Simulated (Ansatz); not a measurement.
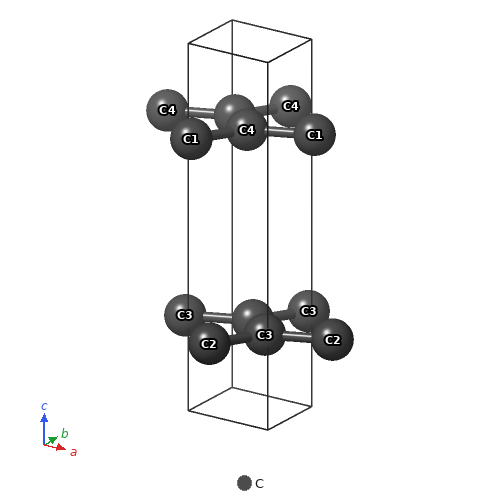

Three computed energy maps of cells of C. The picture above is the structure of the first map.

Map 1

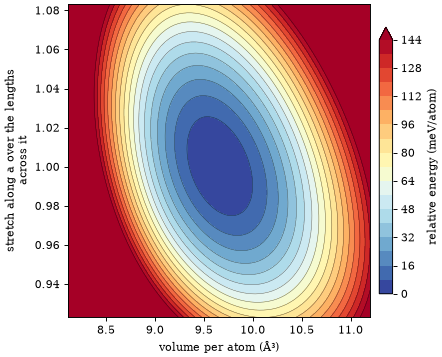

C (Fmmm, No. 69; 4 atoms in the cell). 
- The energy is mapped over volume and the cell's shape.
- First axis: volume per atom. Second axis: stretch along a over the lengths across it, relative to the relaxed cell.
- Nothing is relaxed (fractional coordinates fixed).
- The grid has 7 × 7 points.
- Points are written as (first, second).
- All energies are given in meV/atom relative to the lowest grid point.
- The lowest point has no gap; 32 points of the grid have one on the k-mesh.
- Method: Ansatz 0.2.0, DFT PBEsol, scalar-relativistic, plane waves, PAW. Settings: cutoff 520 eV, k-mesh 21×21×6 in the order of the run's cell vectors, gaussian smearing 0.15 eV, no spin polarisation.

Drawn: filled contours, one colour for all values above the top of the scale. Between grid points the surface is interpolated.

Map 2

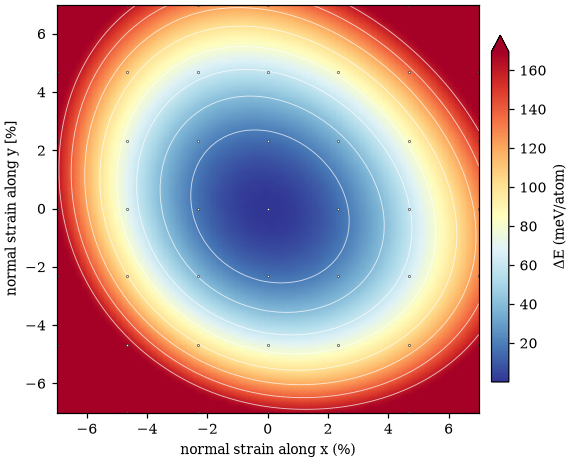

C (Fmmm, No. 69; 4 atoms in the cell). 
- The energy is mapped over two homogeneous strains (x along [1 0 0], y along [0 1 0], z along [0 0 1] of the conventional cell).
- The first coordinate is: normal strain along x; the second: normal strain along y.
- Nothing is relaxed (fractional coordinates fixed).
- Grid: 7 × 7 points.
- Points are written as (first, second).
- Energies are in meV/atom, from the lowest grid point.
- The lowest point has no gap; 32 points of the grid have one on the k-mesh.
- Theory: Ansatz 0.2.0, DFT PBEsol, scalar-relativistic, plane waves, PAW. Settings: cutoff 520 eV, k-mesh 18×18×6 in the order of the run's cell vectors, gaussian smearing 0.15 eV, no spin polarisation.

Drawn: a smooth colour map with a few white contour lines, dots at the grid points, one colour for all values above the top of the scale. Between grid points the surface is interpolated.

Map 3

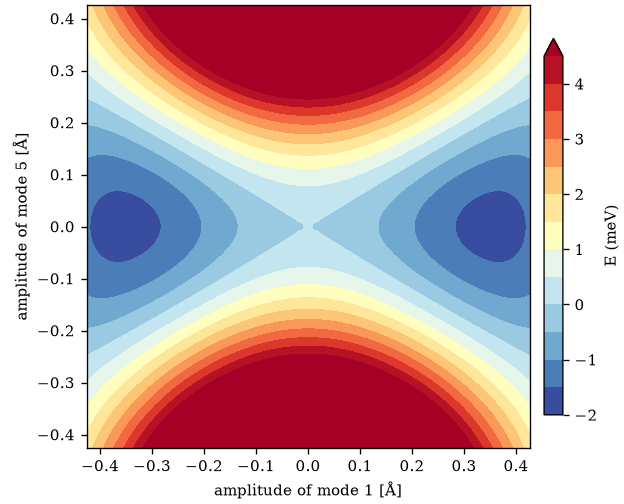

C (Cmme, No. 67; 4 atoms in the cell). The energy is mapped over two normal modes frozen in (zone-centre modes of the 4-atom cell of this scan). Coordinates scanned: (1) amplitude of mode 1 (19i cm⁻¹), largest displacement; (2) amplitude of mode 5 (31 cm⁻¹), largest displacement. Nothing is relaxed (the cell and all other modes fixed). The scan uses an 11 × 11 grid; 36 points were computed and 85 follow by symmetry. Points are written as (first, second). All energies are given in meV per cell relative to the relaxed high-symmetry cell. The calculation used Ansatz, DFT PBEsol, scalar-relativistic, plane waves, PAW. Settings: cutoff 520 eV, k-mesh 18×18×6 in the order of the run's cell vectors, gaussian smearing 0.15 eV, no spin polarisation.

The picture shows filled contours, one colour for all values above the top of the scale. Between grid points the surface is interpolated.

What does each map show?

Map 1: The lowest grid point is at (9.66 Å³, 1.000). No other kind of well shows on this grid. The highest grid point, (8.11 Å³, 0.923), lies 493 meV/atom above the lowest. Round the minimum the valley is somewhat tilted: raising volume per atom shifts the best value of the second coordinate downwards (coupling k₁₂/√(k₁₁k₂₂) about 0.4).
Map 2: The lowest grid point is at (0.00 %, 0.00 %). No other kind of well shows on this grid. The highest grid point, (−7.00 %, −7.00 %), lies 407 meV/atom above the lowest. Round the minimum the valley is somewhat tilted: raising normal strain along x shifts the best value of normal strain along y downwards (coupling k₁₂/√(k₁₁k₂₂) about 0.2).
Map 3: The lowest grid point is at (−0.341 Å, 0.000 Å), −1.7 meV from the relaxed high-symmetry cell; the map holds 2 wells of about this depth. No other kind of well shows on this grid. The highest grid point, (0.000 Å, −0.426 Å), lies 12.4 meV above the lowest. On the interpolated surface the easiest way out of the lowest well to a well of about the same depth near (0.341 Å, 0.000 Å) passes a barrier of about 1.7 meV.

Maps 1, 2, 3 start from a relaxed reference structure. Do they show a way to lower its energy?

Yes. In map 3 the point (−0.341 Å, 0.000 Å) lies 1.7 meV below the reference. Elsewhere the reference is the lowest point.

PAW datasets: the set soft_1.
